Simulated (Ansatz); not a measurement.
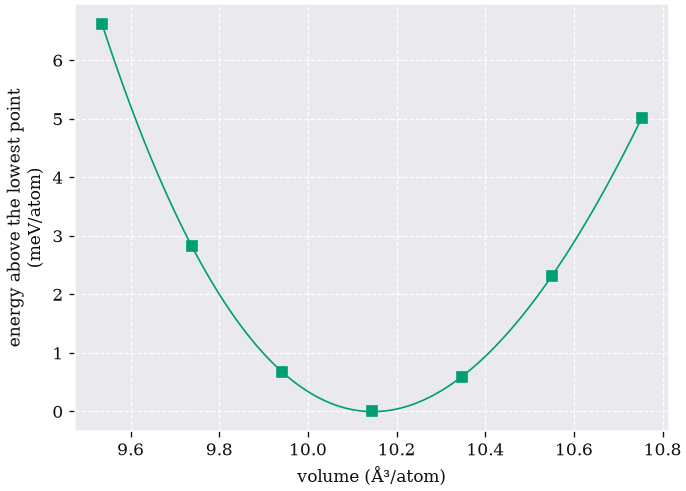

The picture above shows the energy above the lowest point against volume for F, space group Fm-3m (No. 225) (one of a set of cubic test structures, which need not be the stable phase).

How it was computed, with Ansatz 0.2.0 development build: equation of state of a cubic crystal from periodic Kohn-Sham density functional theory without spin, third-order Birch-Murnaghan fit to the free energies; pressure corrected for the finite basis. Level: PBE.

```
                setting                   value
         structure type                     fcc
          atoms in cell                       1
     space group number                     225
       lattice centring  face-centred primitive
                 k mesh                54×54×54
      occupation method             Fermi–Dirac
       occupation width              0.06123 eV
            wave cutoff                  420 eV
               datasets              soft-1 PAW
      density tolerance                1e-07 eV
                  bands                       8
   density cutoff ratio                       4
search for lower states                 default
```

**How stiff is the solid, and where is its volume at rest?**

A third-order Birch–Murnaghan fit gives V0 = 10.15 Å³/atom, B0 = 50.3 GPa and B′ = 5.6.

Note: cubic model structure, not the ambient form; no spin polarisation, a magnetic state may lie lower.
